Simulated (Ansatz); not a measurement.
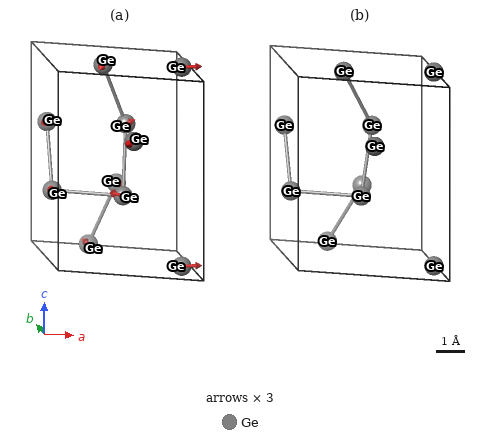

The structure of crystalline Ge (a generated structure, set up in P3_112) (coarse preliminary run) before (left) and after (right) a relaxation, at one scale. The red arrows give the displacements (the part carried along by the change of the cell is left out), magnified 3 times.

Style: ball-and-stick. Shown: the cell of the calculation, slightly off an axis.

Theory: Ansatz, DFT PBE, scalar-relativistic, plane waves, PAW. Settings: plane-wave cutoff 420 eV; k-point mesh 6 × 6 × 4; occupations gaussian; smearing width 0.1 eV; no spin polarisation; cell and atoms relaxed; force threshold 0.04 eV/Å; at most 70 steps.

> Describe what moved and what it gained.

Over 4 accepted moves (6 points after the start) the energy falls by 30.6 meV per atom. Largest force component: 0.28 eV/Å at the start, 0.018 eV/Å at the end. The pressure goes from 0.69 to 0.02 GPa. The line search rejected the trial step at point 2 of the run. The SCF was repeated once at an unchanged geometry on a basis and grid sized afresh for the cell, which shifted the energy by 0.3 meV per atom at most. The largest moves relative to the cell, 0.26 Å, are those of Ge atoms. The drawn cell changes as follows: a = b 5.636 → 5.873 Å (+4.2 %), c 7.404 → 7.207 Å (−2.7 %); the volume changes by +5.7 %. Some distances before and after: Ge–Ge 2.582 → 2.487 Å, Ge–Ge 2.677 → 2.602 Å, Ge–Ge 2.633 → 2.608 Å, Ge–Ge 2.579 → 2.562 Å. Bond angles that change, for instance: Ge–Ge–Ge 158.8° → 171.6°, Ge–Ge–Ge 69.7° → 81.7°, Ge–Ge–Ge 141.9° → 133.3°. The space group stays P3_112 (No. 151).
